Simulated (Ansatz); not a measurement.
Single-point calculation of Zr$_{2}$HS$_{4}$ (part 2 of 2)

Zr$_{2}$HS$_{4}$ (slab, 14 atoms in the cell); DFT PBE+D3(BJ), scalar-relativistic, plane waves, PAW, PAW set soft_1, no spin polarisation (Ansatz 0.2.0); cutoff 420 eV, 6×6×1 k-mesh, Gaussian smearing of 0.05 eV. The structure derives from an entry of the Crystallography Open Database.

Geometry of the input (Å; fractional positions):
```
7.2977  0.0000  0.0000
-3.6488  6.3200  0.0000
0.0000  0.0000  20.9172
S  0.3333  0.1667  0.1912
S  0.3333  0.6667  0.1912
S  0.8333  0.1667  0.1912
S  0.8333  0.6667  0.1912
Zr 0.0000  0.0000  0.2610
Zr -0.0000  0.5000  0.2610
Zr 0.5000  0.0000  0.2610
Zr 0.5000  0.5000  0.2610
S  0.1667  0.3333  0.3307
S  0.1667  0.8333  0.3307
S  0.6667  0.3333  0.3307
S  0.6667  0.8333  0.3307
H  0.3037  0.6963  0.3675
H  0.3630  0.6370  0.3675
```

Output, continued
```
--- Forces (eV/Å), atoms counted from 1 ---
  atom   1  S     -0.00534837    -0.00015176     0.02558716
  atom   2  S     -0.00585216     0.00337875     0.03881121
  atom   3  S      0.01873878    -0.01081884     0.02824065
  atom   4  S     -0.00254276     0.00470770     0.02558716
  atom   5  Zr    -0.07263666     0.04193679    -0.25661041
  atom   6  Zr    -0.20577213    -0.20679138    -0.36938968
  atom   7  Zr     0.07620052     0.28159958    -0.36938968
  atom   8  Zr     0.22427355    -0.12948439    -0.37070283
  atom   9  S     -0.06816729    -0.65927579    -0.41521996
  atom  10  S     -0.55845910     0.32242651    -0.37238320
  atom  11  S     -0.00278256     0.00160651     0.04269883
  atom  12  S      0.53686593     0.38867250    -0.41521996
  atom  13  H     -0.00202522     0.00116926     1.21084513
  atom  14  H      0.06750052    -0.03897144     1.19722148
  max |Σ_I F_I| component: 7.59e-5 eV/Å
--- Band table (eV; the first three rows and the last of 13) ---
  k-point 0: bands = ["-51.3869", "-51.3703", "-51.3646", "-51.3325", "-29.5789", "-29.5629", "-29.5624", "-29.4540", "-29.4006", "-29.3931", "-29.3700", "-29.3595", "-29.3508", "-29.3444", "-29.2868", "-29.2865", "-15.1609", "-14.3000", "-14.2272", "-14.2178", "-13.9769", "-13.6985", "-13.6640", "-13.6636", "-8.9836", "-6.8688", "-6.8684", "-6.4783", "-5.9700", "-5.5171", "-5.3965", "-5.2270", "-5.2154", "-5.0833", "-5.0324", "-5.0025", "-4.9308", "-4.8937", "-4.8658", "-4.4990", "-3.8188", "-3.7910", "-3.6311", "-3.5745", "-3.5634", "-3.5249", "-2.6462", "-2.6321", "-2.4522", "-1.4932", "-1.4816", "-1.4807", "-0.8940", "-0.8855", "-0.0127", "0.8815", "0.8883", "0.8927", "1.2122", "1.2136", "1.2165", "2.4636", "2.6000"]
  k-point 1: bands = ["-51.3860", "-51.3703", "-51.3653", "-51.3327", "-29.5669", "-29.5516", "-29.5472", "-29.4501", "-29.4018", "-29.3953", "-29.3712", "-29.3688", "-29.3573", "-29.3467", "-29.3049", "-29.2906", "-15.0903", "-14.2959", "-14.2146", "-14.1868", "-13.9797", "-13.7613", "-13.7196", "-13.6995", "-8.9258", "-6.7409", "-6.7045", "-6.3822", "-6.0216", "-5.5883", "-5.5333", "-5.3811", "-5.2174", "-5.0945", "-4.9711", "-4.9610", "-4.8550", "-4.8020", "-4.7943", "-4.4634", "-3.9188", "-3.8830", "-3.7858", "-3.7486", "-3.5884", "-3.4318", "-3.1393", "-2.8416", "-2.4393", "-1.4346", "-1.2302", "-1.2095", "-0.8220", "-0.6417", "0.0968", "0.8047", "0.8115", "0.8157", "1.1207", "1.1226", "1.1309", "2.2751", "2.4451"]
  k-point 2: bands = ["-51.3840", "-51.3704", "-51.3669", "-51.3331", "-29.5412", "-29.5239", "-29.5012", "-29.4400", "-29.4096", "-29.3994", "-29.3951", "-29.3848", "-29.3714", "-29.3517", "-29.3386", "-29.3002", "-14.8983", "-14.3580", "-14.1545", "-14.1129", "-13.9903", "-13.9004", "-13.8126", "-13.7958", "-8.8147", "-6.4074", "-6.3206", "-6.1157", "-5.9826", "-5.7292", "-5.6649", "-5.6319", "-5.1939", "-5.0928", "-5.0250", "-4.9464", "-4.9348", "-4.7038", "-4.6832", "-4.5072", "-4.4594", "-4.2111", "-3.9572", "-3.7476", "-3.6029", "-3.5445", "-3.2047", "-3.1629", "-2.6364", "-1.3024", "-0.8979", "-0.7098", "-0.6756", "-0.1522", "0.3783", "0.5085", "0.5196", "0.6064", "0.9212", "1.0311", "1.0563", "1.9625", "2.3023"]
  k-point 12: bands = ["-51.3813", "-51.3749", "-51.3646", "-51.3335", "-29.5223", "-29.5071", "-29.4430", "-29.4391", "-29.4272", "-29.4169", "-29.4111", "-29.3929", "-29.3908", "-29.3714", "-29.3287", "-29.3090", "-14.6892", "-14.5325", "-14.1297", "-14.0214", "-13.9925", "-13.9227", "-13.8905", "-13.8796", "-8.7532", "-6.1567", "-6.1437", "-5.9575", "-5.8915", "-5.7996", "-5.7165", "-5.6234", "-5.2749", "-5.0519", "-4.9893", "-4.9639", "-4.9569", "-4.8869", "-4.7292", "-4.6926", "-4.6174", "-4.5889", "-3.9280", "-3.7186", "-3.5016", "-3.4485", "-3.3328", "-3.1100", "-2.8762", "-1.1250", "-1.0914", "-0.3017", "-0.2977", "0.1845", "0.2069", "0.2843", "0.3034", "0.6567", "0.6937", "1.0119", "1.0458", "2.0013", "2.0875"]
```

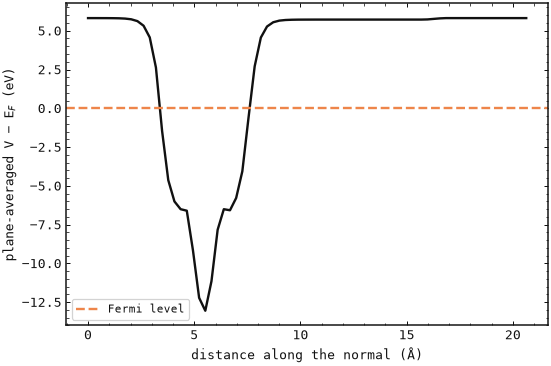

Figure 1. Plane average of the electrostatic potential energy of an electron across the cell, from the Fermi level. The vacuum level lies 5.72 eV above the Fermi level on the upper side and 5.81 eV on the lower.

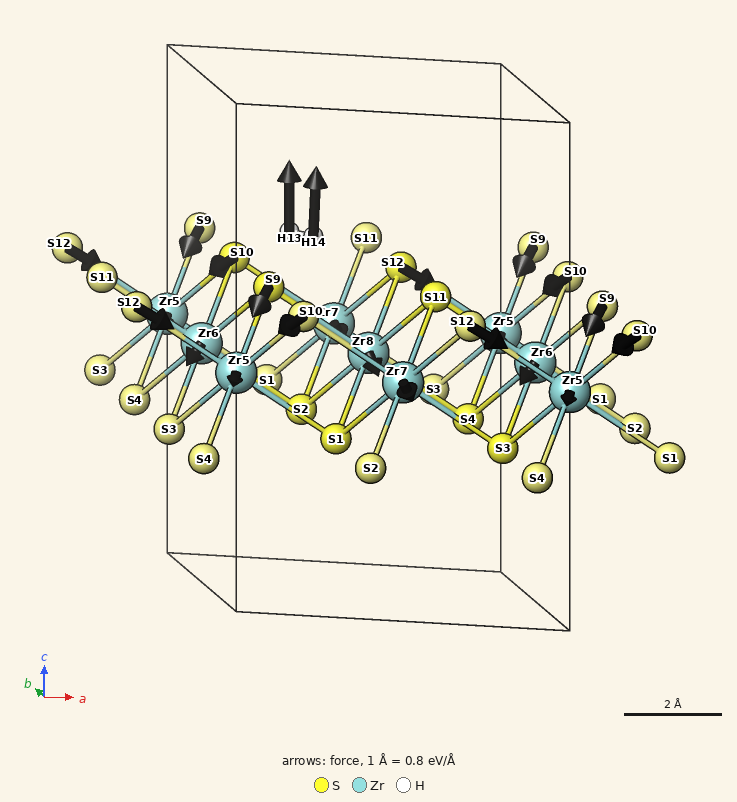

Figure 2. Forces on the atoms as black arrows (ball-and-stick view of the cell of the calculation, with the vacuum cut short, seen slightly off an axis; neighbours outside the cell are drawn fainter; atoms are numbered from 1 in the order of the input); the smallest are left out. The largest act on H13 (1.21 eV/Å); H14 (1.20 eV/Å); S9, S12 (0.78 eV/Å); S10 (0.74 eV/Å), among others. The geometry is not a stationary point of this energy.

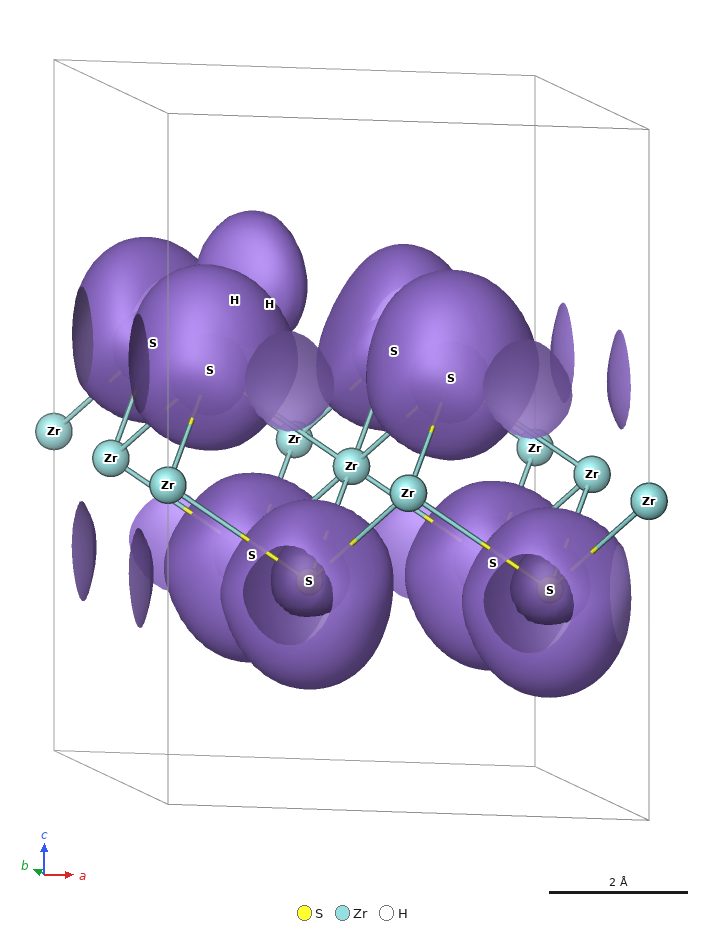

Figure 3. Isosurface of the ELF at 0.7 (purple), seen slightly off an axis. Core shells and regions of very low density are left out. Sticks mark near contacts. Along the contacts the grid gives the following. H–H (0.75 Å): the ELF is about 1 at the midpoint; a covalent bond by its length. Zr–S (2.56 Å): the ELF is about 0.40 at the midpoint. In a PAW calculation such maps are meaningful between the atoms, not at the nuclei.

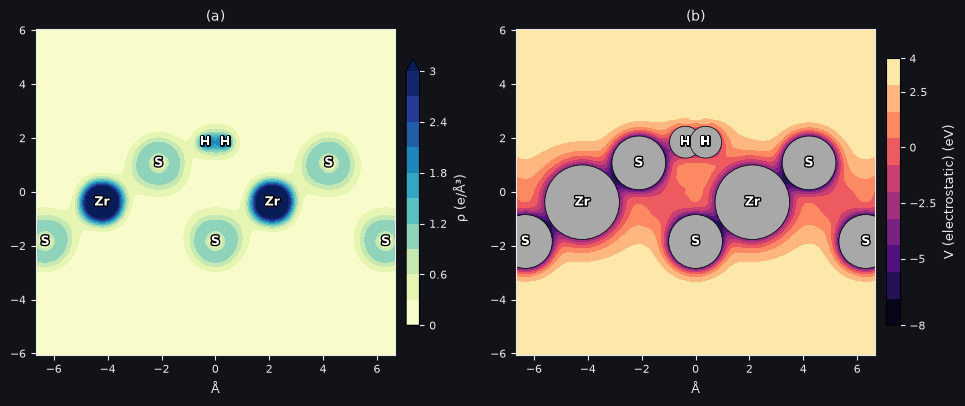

Figure 4. (a) valence electron density; (b) electrostatic potential energy of an electron on the (110) plane of the calculation cell, a cut from vacuum to vacuum. Grey discs, where drawn, cover atomic cores. The section cuts through S, Zr and H sites. H–H (0.75 Å): the density is about 1.8 e/Å³ at the midpoint. Zr–S (2.56 Å): the density is about 0.44 e/Å³ at the midpoint. The density dies away to nearly zero in the vacuum.

Summary

| quantity | value |
| --- | --- |
| outcome | converged |
| electrons treated | 98 |
| free energy | −24003.9407 eV |
| work function, top face | 5.72 eV |
| work function, bottom face | 5.81 eV |
| Fermi energy | −1.964 eV |
| gap on the k-point mesh | 0.95 eV |
| work function (upper face) | 5.72 eV |
| largest force (length of the vector) | 1.211 eV/Å |
| hardware | 2 threads of Arm Neoverse V1, 24 GiB of memory available, shared host |
| wall time | 61 s (CPU time 2 min) |
| peak memory | 1.3 GiB |

Notes

Warnings of the run: the exchange-correlation potential is rough where the density is thin.
